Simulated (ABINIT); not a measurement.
**Run report: Ti, geometry relaxation (part 2 of 2)**

Continued. System: Ti (Im-3m, 1 atom in the cell). Method: Kohn-Sham DFT of a periodic cell, LDA, JTH PAW LDA v2.0, no spin polarisation (ABINIT 10.8.3); cutoff 408.17 eV, 8×8×8 k-mesh, fermi-dirac of 0.05 eV. The structure derives from an entry of the Crystallography Open Database.

Geometry of the input (Å; fractional positions):
```
-1.6410  1.6410  1.6410
1.6410  -1.6410  1.6410
1.6410  1.6410  -1.6410
Ti 0.0000  0.0000  0.0000
```

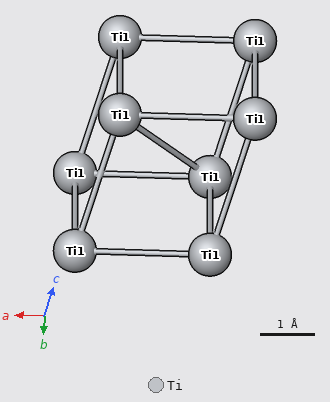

*The geometry at step 2 of the log (ball-and-stick view of the cell of the calculation, seen at an oblique angle; atoms are numbered from 1 in the order of the input).*

**What the program printed, continued**
```
--------------------------------------------------------------------------------

---SELF-CONSISTENT-FIELD CONVERGENCE--------------------------------------------

--- !BeginCycle
iteration_state: {dtset: 1, itime: 3, icycle: 1, }
solver: {iscf: 17, nstep: 80, nline: 4, wfoptalg: 10, }
tolerances: {tolvrs: 1.00E-10, }
...

     iter   Etot(hartree)      deltaE(h)  residm     nres2
 ETOT  1  -58.764395564355    -5.876E+01 2.344E+00 1.707E+01
 ETOT  2  -58.736557451730     2.784E-02 2.941E-02 4.215E+00
 ETOT  3  -58.724223926874     1.233E-02 6.671E-03 8.131E-02
 ETOT  4  -58.724391879177    -1.680E-04 6.757E-04 1.781E-03
 ETOT  5  -58.724393745808    -1.867E-06 7.935E-06 1.593E-05
 ETOT  6  -58.724393771662    -2.585E-08 2.137E-08 1.163E-06
 ETOT  7  -58.724393769135     2.527E-09 1.907E-09 1.588E-08
 ETOT  8  -58.724393769214    -7.815E-11 1.186E-09 2.174E-09
 ETOT  9  -58.724393769209     4.107E-12 7.566E-12 3.355E-10
 ETOT 10  -58.724393769209     5.400E-13 1.126E-12 2.878E-11

 At SCF step   10       nres2   =  2.88E-11 < tolvrs=  1.00E-10 =>converged.

 Cartesian components of stress tensor (hartree/bohr^3)
  sigma(1 1)= -2.88967757E-05  sigma(3 2)=  0.00000000E+00
  sigma(2 2)= -2.88967757E-05  sigma(3 1)=  0.00000000E+00
  sigma(3 3)= -2.88967757E-05  sigma(2 1)=  0.00000000E+00

--- !ResultsGS
iteration_state: {dtset: 1, itime: 3, icycle: 1, }
comment   : Summary of ground state results
lattice_vectors:
- [ -2.9891838,   2.9891838,   2.9891838, ]
- [  2.9891838,  -2.9891838,   2.9891838, ]
- [  2.9891838,   2.9891838,  -2.9891838, ]
lattice_lengths: [   5.17742,    5.17742,    5.17742, ]
lattice_angles: [109.471, 109.471, 109.471, ] # degrees, (23, 13, 12)
lattice_volume:   1.0683606E+02
convergence: {deltae:  5.400E-13, res2:  2.878E-11, residm:  1.126E-12, diffor: null, }
etotal    :  -5.87243938E+01
entropy   :   0.00000000E+00
fermie    :   3.02832579E-01
cartesian_stress_tensor: # hartree/bohr^3
- [ -2.88967757E-05,   0.00000000E+00,   0.00000000E+00, ]
- [  0.00000000E+00,  -2.88967757E-05,   0.00000000E+00, ]
- [  0.00000000E+00,   0.00000000E+00,  -2.88967757E-05, ]
pressure_GPa:   8.5017E-01
xred      :
- [  0.0000E+00,   0.0000E+00,   0.0000E+00, Ti]
cartesian_forces: # hartree/bohr
- [ -0.00000000E+00,  -0.00000000E+00,  -0.00000000E+00, ]
force_length_stats: {min:   0.00000000E+00, max:   0.00000000E+00, mean:   0.00000000E+00, }
...

 Integrated electronic density in atomic spheres:
 ------------------------------------------------
 Atom  Sphere_radius  Integrated_density
    1        2.30803         10.31875689

---OUTPUT-----------------------------------------------------------------------

 Cartesian coordinates (xcart) [bohr]
  0.00000000000000E+00  0.00000000000000E+00  0.00000000000000E+00
 Reduced coordinates (xred)
  0.00000000000000E+00  0.00000000000000E+00  0.00000000000000E+00
 Cartesian forces (fcart) [Ha/bohr]; max,rms= 0.00000E+00 0.00000E+00 (free atoms)
 -0.00000000000000E+00 -0.00000000000000E+00 -0.00000000000000E+00
 Gradient of E wrt nuclear positions in reduced coordinates (gred)
 -0.00000000000000E+00 -0.00000000000000E+00 -0.00000000000000E+00
 Scale of Primitive Cell (acell) [bohr]
  5.17741823112749E+00  5.17741823112749E+00  5.17741823112750E+00
 Real space primitive translations (rprimd) [bohr]
 -2.98918380944874E+00  2.98918380944874E+00  2.98918380944874E+00
  2.98918380944874E+00 -2.98918380944874E+00  2.98918380944874E+00
  2.98918380944874E+00  2.98918380944874E+00 -2.98918380944874E+00
 Unitary Cell Volume (ucvol) [Bohr^3]=  1.06836057998129E+02
 Angles (23,13,12)= [degrees]
  1.09471220634491E+02  1.09471220634491E+02  1.09471220634491E+02
 Lengths [Bohr]
  5.17741823112750E+00  5.17741823112750E+00  5.17741823112750E+00
 Stress tensor in cartesian coordinates (strten) [Ha/bohr^3]
 -2.88967756908003E-05  0.00000000000000E+00  0.00000000000000E+00
  0.00000000000000E+00 -2.88967756908037E-05  0.00000000000000E+00
  0.00000000000000E+00  0.00000000000000E+00 -2.88967756907933E-05
 Total energy (etotal) [Ha]= -5.87243937692089E+01

 Difference of energy with previous step (new-old):
           Absolute (Ha)=-1.07213E-03
           Relative     =-1.82572E-05

--- Iteration: ( 4/50) Internal Cycle: (1/1)
--------------------------------------------------------------------------------

---SELF-CONSISTENT-FIELD CONVERGENCE--------------------------------------------

--- !BeginCycle
iteration_state: {dtset: 1, itime: 4, icycle: 1, }
solver: {iscf: 17, nstep: 80, nline: 4, wfoptalg: 10, }
tolerances: {tolvrs: 1.00E-10, }
...

     iter   Etot(hartree)      deltaE(h)  residm     nres2
 ETOT  1  -58.724813679833    -5.872E+01 7.729E-05 1.363E-01
 ETOT  2  -58.724475859031     3.378E-04 1.234E-06 2.733E-02
 ETOT  3  -58.724402697642     7.316E-05 2.166E-05 5.138E-04
 ETOT  4  -58.724404023125    -1.325E-06 2.518E-07 3.228E-05
 ETOT  5  -58.724404024011    -8.858E-10 6.456E-09 1.972E-07
 ETOT  6  -58.724404025026    -1.015E-09 4.175E-10 1.958E-08
 ETOT  7  -58.724404024955     7.029E-11 3.962E-11 6.165E-10
 ETOT  8  -58.724404024957    -1.165E-12 8.775E-13 7.078E-12

 At SCF step    8       nres2   =  7.08E-12 < tolvrs=  1.00E-10 =>converged.

 Cartesian components of stress tensor (hartree/bohr^3)
  sigma(1 1)=  1.82174020E-06  sigma(3 2)=  0.00000000E+00
  sigma(2 2)=  1.82174020E-06  sigma(3 1)=  0.00000000E+00
  sigma(3 3)=  1.82174020E-06  sigma(2 1)=  0.00000000E+00

--- !ResultsGS
iteration_state: {dtset: 1, itime: 4, icycle: 1, }
comment   : Summary of ground state results
lattice_vectors:
- [ -2.9964649,   2.9964649,   2.9964649, ]
- [  2.9964649,  -2.9964649,   2.9964649, ]
- [  2.9964649,   2.9964649,  -2.9964649, ]
lattice_lengths: [   5.19003,    5.19003,    5.19003, ]
lattice_angles: [109.471, 109.471, 109.471, ] # degrees, (23, 13, 12)
lattice_volume:   1.0761866E+02
convergence: {deltae: -1.165E-12, res2:  7.078E-12, residm:  8.775E-13, diffor: null, }
etotal    :  -5.87244040E+01
entropy   :   0.00000000E+00
fermie    :   2.99952940E-01
cartesian_stress_tensor: # hartree/bohr^3
- [  1.82174020E-06,   0.00000000E+00,   0.00000000E+00, ]
- [  0.00000000E+00,   1.82174020E-06,   0.00000000E+00, ]
- [  0.00000000E+00,   0.00000000E+00,   1.82174020E-06, ]
pressure_GPa:  -5.3597E-02
xred      :
- [  0.0000E+00,   0.0000E+00,   0.0000E+00, Ti]
cartesian_forces: # hartree/bohr
- [ -0.00000000E+00,  -0.00000000E+00,  -0.00000000E+00, ]
force_length_stats: {min:   0.00000000E+00, max:   0.00000000E+00, mean:   0.00000000E+00, }
...

 Integrated electronic density in atomic spheres:
 ------------------------------------------------
 Atom  Sphere_radius  Integrated_density
    1        2.30803         10.29953599

---OUTPUT-----------------------------------------------------------------------

 Cartesian coordinates (xcart) [bohr]
  0.00000000000000E+00  0.00000000000000E+00  0.00000000000000E+00
 Reduced coordinates (xred)
  0.00000000000000E+00  0.00000000000000E+00  0.00000000000000E+00
 Cartesian forces (fcart) [Ha/bohr]; max,rms= 0.00000E+00 0.00000E+00 (free atoms)
 -0.00000000000000E+00 -0.00000000000000E+00 -0.00000000000000E+00
 Gradient of E wrt nuclear positions in reduced coordinates (gred)
 -0.00000000000000E+00 -0.00000000000000E+00 -0.00000000000000E+00
 Scale of Primitive Cell (acell) [bohr]
  5.19002938766876E+00  5.19002938766876E+00  5.19002938766876E+00
 Real space primitive translations (rprimd) [bohr]
 -2.99646486407263E+00  2.99646486407263E+00  2.99646486407263E+00
  2.99646486407263E+00 -2.99646486407263E+00  2.99646486407263E+00
  2.99646486407263E+00  2.99646486407263E+00 -2.99646486407263E+00
 Unitary Cell Volume (ucvol) [Bohr^3]=  1.07618655041824E+02
 Angles (23,13,12)= [degrees]
  1.09471220634491E+02  1.09471220634491E+02  1.09471220634491E+02
 Lengths [Bohr]
  5.19002938766876E+00  5.19002938766876E+00  5.19002938766876E+00
 Stress tensor in cartesian coordinates (strten) [Ha/bohr^3]
  1.82174019633038E-06  0.00000000000000E+00  0.00000000000000E+00
  0.00000000000000E+00  1.82174019632692E-06  0.00000000000000E+00
  0.00000000000000E+00  0.00000000000000E+00  1.82174019632692E-06
 Total energy (etotal) [Ha]= -5.87244040249566E+01

 Difference of energy with previous step (new-old):
           Absolute (Ha)=-1.02557E-05
           Relative     =-1.74642E-07

--- Iteration: ( 5/50) Internal Cycle: (1/1)
--------------------------------------------------------------------------------

---SELF-CONSISTENT-FIELD CONVERGENCE--------------------------------------------

--- !BeginCycle
iteration_state: {dtset: 1, itime: 5, icycle: 1, }
solver: {iscf: 17, nstep: 80, nline: 4, wfoptalg: 10, }
tolerances: {tolvrs: 1.00E-10, }
...

     iter   Etot(hartree)      deltaE(h)  residm     nres2
 ETOT  1  -58.724405526130    -5.872E+01 3.569E-04 4.886E-04
 ETOT  2  -58.724404332840     1.193E-06 1.165E-05 9.987E-05
 ETOT  3  -58.724404063020     2.698E-07 2.159E-06 1.825E-06
 ETOT  4  -58.724404067955    -4.934E-09 9.867E-08 1.087E-07
 ETOT  5  -58.724404067961    -6.260E-12 3.386E-09 6.777E-10
 ETOT  6  -58.724404067964    -3.396E-12 4.600E-11 6.180E-11

 At SCF step    6       nres2   =  6.18E-11 < tolvrs=  1.00E-10 =>converged.

 Cartesian components of stress tensor (hartree/bohr^3)
  sigma(1 1)= -1.13717409E-08  sigma(3 2)=  0.00000000E+00
  sigma(2 2)= -1.13717410E-08  sigma(3 1)=  0.00000000E+00
  sigma(3 3)= -1.13717409E-08  sigma(2 1)=  0.00000000E+00

--- !ResultsGS
iteration_state: {dtset: 1, itime: 5, icycle: 1, }
comment   : Summary of ground state results
lattice_vectors:
- [ -2.9960301,   2.9960301,   2.9960301, ]
- [  2.9960301,  -2.9960301,   2.9960301, ]
- [  2.9960301,   2.9960301,  -2.9960301, ]
lattice_lengths: [   5.18928,    5.18928,    5.18928, ]
lattice_angles: [109.471, 109.471, 109.471, ] # degrees, (23, 13, 12)
lattice_volume:   1.0757182E+02
convergence: {deltae: -3.396E-12, res2:  6.180E-11, residm:  4.600E-11, diffor: null, }
etotal    :  -5.87244041E+01
entropy   :   0.00000000E+00
fermie    :   3.00124119E-01
cartesian_stress_tensor: # hartree/bohr^3
- [ -1.13717409E-08,   0.00000000E+00,   0.00000000E+00, ]
- [  0.00000000E+00,  -1.13717410E-08,   0.00000000E+00, ]
- [  0.00000000E+00,   0.00000000E+00,  -1.13717409E-08, ]
pressure_GPa:   3.3457E-04
xred      :
- [  0.0000E+00,   0.0000E+00,   0.0000E+00, Ti]
cartesian_forces: # hartree/bohr
- [ -0.00000000E+00,  -0.00000000E+00,  -0.00000000E+00, ]
force_length_stats: {min:   0.00000000E+00, max:   0.00000000E+00, mean:   0.00000000E+00, }
...

 Integrated electronic density in atomic spheres:
 ------------------------------------------------
 Atom  Sphere_radius  Integrated_density
    1        2.30803         10.29932521

---OUTPUT-----------------------------------------------------------------------

 Cartesian coordinates (xcart) [bohr]
  0.00000000000000E+00  0.00000000000000E+00  0.00000000000000E+00
 Reduced coordinates (xred)
  0.00000000000000E+00  0.00000000000000E+00  0.00000000000000E+00
 Cartesian forces (fcart) [Ha/bohr]; max,rms= 0.00000E+00 0.00000E+00 (free atoms)
 -0.00000000000000E+00 -0.00000000000000E+00 -0.00000000000000E+00
 Gradient of E wrt nuclear positions in reduced coordinates (gred)
 -0.00000000000000E+00 -0.00000000000000E+00 -0.00000000000000E+00
 Scale of Primitive Cell (acell) [bohr]
  5.18927634044956E+00  5.18927634044956E+00  5.18927634044956E+00
 Real space primitive translations (rprimd) [bohr]
 -2.99603009205791E+00  2.99603009205791E+00  2.99603009205791E+00
  2.99603009205791E+00 -2.99603009205791E+00  2.99603009205791E+00
  2.99603009205791E+00  2.99603009205791E+00 -2.99603009205791E+00
 Unitary Cell Volume (ucvol) [Bohr^3]=  1.07571817058075E+02
 Angles (23,13,12)= [degrees]
  1.09471220634491E+02  1.09471220634491E+02  1.09471220634491E+02
 Lengths [Bohr]
  5.18927634044956E+00  5.18927634044956E+00  5.18927634044956E+00
 Stress tensor in cartesian coordinates (strten) [Ha/bohr^3]
 -1.13717409412628E-08  0.00000000000000E+00  0.00000000000000E+00
  0.00000000000000E+00 -1.13717409551406E-08  0.00000000000000E+00
  0.00000000000000E+00  0.00000000000000E+00 -1.13717409482017E-08
 Total energy (etotal) [Ha]= -5.87244040679644E+01

 Difference of energy with previous step (new-old):
           Absolute (Ha)=-4.30078E-08
           Relative     =-7.32367E-10

 At Broyd/MD step   5, gradients are converged :
  max grad (force/stress) = 1.1372E-06 < tolmxf= 2.0000E-05 ha/bohr (free atoms)

================================================================================

 ----iterations are completed or convergence reached----

 Mean square residual over all n,k,spin=   20.233E-14; max=  45.998E-12
 reduced coordinates (array xred) for    1 atoms
       0.000000000000      0.000000000000      0.000000000000
 rms dE/dt=  0.0000E+00; max dE/dt=  0.0000E+00; dE/dt below (all hartree)
    1       0.000000000000      0.000000000000      0.000000000000

 cartesian coordinates (angstrom) at end:
    1      0.00000000000000     0.00000000000000     0.00000000000000

 cartesian forces (hartree/bohr) at end:
    1     -0.00000000000000    -0.00000000000000    -0.00000000000000
 frms,max,avg= 0.0000000E+00 0.0000000E+00   0.000E+00  0.000E+00  0.000E+00 h/b

 cartesian forces (eV/Angstrom) at end:
    1     -0.00000000000000    -0.00000000000000    -0.00000000000000
 frms,max,avg= 0.0000000E+00 0.0000000E+00   0.000E+00  0.000E+00  0.000E+00 e/A
 length scales=  5.189276340450  5.189276340450  5.189276340450 bohr
              =  2.746046778581  2.746046778581  2.746046778581 angstroms
 Fermi (or HOMO) energy (hartree) =   0.30012   Average Vxc (hartree)=  -0.42528
 Eigenvalues (hartree) for nkpt=  29  k points:
 kpt#   1, nband= 10, wtk=  0.00195, kpt=  0.0000  0.0000  0.0000 (reduced coord)
  -1.74848   -0.86826   -0.86826   -0.86826    0.07906    0.33803    0.33803    0.33803
   0.41073    0.41073
      occupation numbers for kpt#   1
   2.00000    2.00000    2.00000    2.00000    2.00000    0.00000    0.00000    0.00000
   0.00000    0.00000
 prteigrs : prtvol=0 or 1, do not print more k-points.

--- !EnergyTerms
iteration_state     : {dtset: 1, itime: 5, icycle: 1, }
comment             : Components of total free energy in Hartree
kinetic             :  7.83261986879879E+00
hartree             :  1.09235873568235E+01
xc                  : -3.25138329308812E+00
Ewald energy        : -4.37286676557792E+01
psp_core            :  2.77452014898785E+00
local_psp           : -3.30503765878382E+01
PAW spherical_terms : -2.24087364606137E-01
internal            : -5.87237875267016E+01
'-kT*entropy'       : -6.17275112298207E-04
total_energy        : -5.87244048018139E+01
total_energy_eV     : -1.59797246112750E+03
...

--- !EnergyTermsDC
iteration_state     : {dtset: 1, itime: 5, icycle: 1, }
comment             : '"Double-counting" decomposition of free energy'
band_energy         : -7.79227534563506E+00
Ewald energy        : -4.37286676557792E+01
psp_core            :  2.77452014898785E+00
xc_dc               : -1.05175992152384E+01
PAW spherical_terms :  5.40235274812716E-01
internal            : -5.87237867928521E+01
'-kT*entropy'       : -6.17275112298207E-04
total_energy_dc     : -5.87244040679644E+01
total_energy_dc_eV  : -1.59797244115844E+03
...

--- !EnergyTermsWithPAWCore
iteration_state     : {dtset: 1, itime: 5, icycle: 1, }
comment             : 'Components of total free energy, including PAW core contributions'
Total energy        : -8.51996485903243E+02
Total energy DC     : -8.51996485169394E+02
Total energy (eV)   : -2.31840054581317E+04
Total energy DC (eV): -2.31840054381626E+04
...

 Cartesian components of stress tensor (hartree/bohr^3)
  sigma(1 1)= -1.13717409E-08  sigma(3 2)=  0.00000000E+00
  sigma(2 2)= -1.13717410E-08  sigma(3 1)=  0.00000000E+00
  sigma(3 3)= -1.13717409E-08  sigma(2 1)=  0.00000000E+00

-Cartesian components of stress tensor (GPa)         [Pressure=  3.3457E-04 GPa]
- sigma(1 1)= -3.34568169E-04  sigma(3 2)=  0.00000000E+00
- sigma(2 2)= -3.34568170E-04  sigma(3 1)=  0.00000000E+00
- sigma(3 3)= -3.34568170E-04  sigma(2 1)=  0.00000000E+00

== END DATASET(S) ==============================================================
================================================================================

 -outvars: echo values of variables after computation  --------
            acell      5.1892763404E+00  5.1892763404E+00  5.1892763404E+00 Bohr
           etotal     -5.8724404068E+01
            fcart     -0.0000000000E+00 -0.0000000000E+00 -0.0000000000E+00
            rprim     -5.7735026919E-01  5.7735026919E-01  5.7735026919E-01
                       5.7735026919E-01 -5.7735026919E-01  5.7735026919E-01
                       5.7735026919E-01  5.7735026919E-01 -5.7735026919E-01
           strten     -1.1371740941E-08 -1.1371740955E-08 -1.1371740948E-08
                       0.0000000000E+00  0.0000000000E+00  0.0000000000E+00
 Calculation completed.
```

**Trajectory as extended XYZ (Å, eV, eV/Å), 5 frames, from step=0 to step=4**
```
1
Lattice="-1.6410 1.6410 1.6410 1.6410 -1.6410 1.6410 1.6410 1.6410 -1.6410" Properties=species:S:1:pos:R:3:forces:R:3 step=0 energy=-1597.91045
Ti    0.0000    0.0000    0.0000    0.0000   0.0000   0.0000
1
Lattice="-1.6232 1.6232 1.6232 1.6232 -1.6232 1.6232 1.6232 1.6232 -1.6232" Properties=species:S:1:pos:R:3:forces:R:3 step=1 energy=-1597.94299
Ti    0.0000    0.0000    0.0000    0.0000   0.0000   0.0000
1
Lattice="-1.5818 1.5818 1.5818 1.5818 -1.5818 1.5818 1.5818 1.5818 -1.5818" Properties=species:S:1:pos:R:3:forces:R:3 step=2 energy=-1597.97216
Ti    0.0000    0.0000    0.0000    0.0000   0.0000   0.0000
1
Lattice="-1.5857 1.5857 1.5857 1.5857 -1.5857 1.5857 1.5857 1.5857 -1.5857" Properties=species:S:1:pos:R:3:forces:R:3 step=3 energy=-1597.97244
Ti    0.0000    0.0000    0.0000    0.0000   0.0000   0.0000
1
Lattice="-1.5854 1.5854 1.5854 1.5854 -1.5854 1.5854 1.5854 1.5854 -1.5854" Properties=species:S:1:pos:R:3:forces:R:3 step=4 energy=-1597.97244
Ti    0.0000    0.0000    0.0000    0.0000   0.0000   0.0000
```
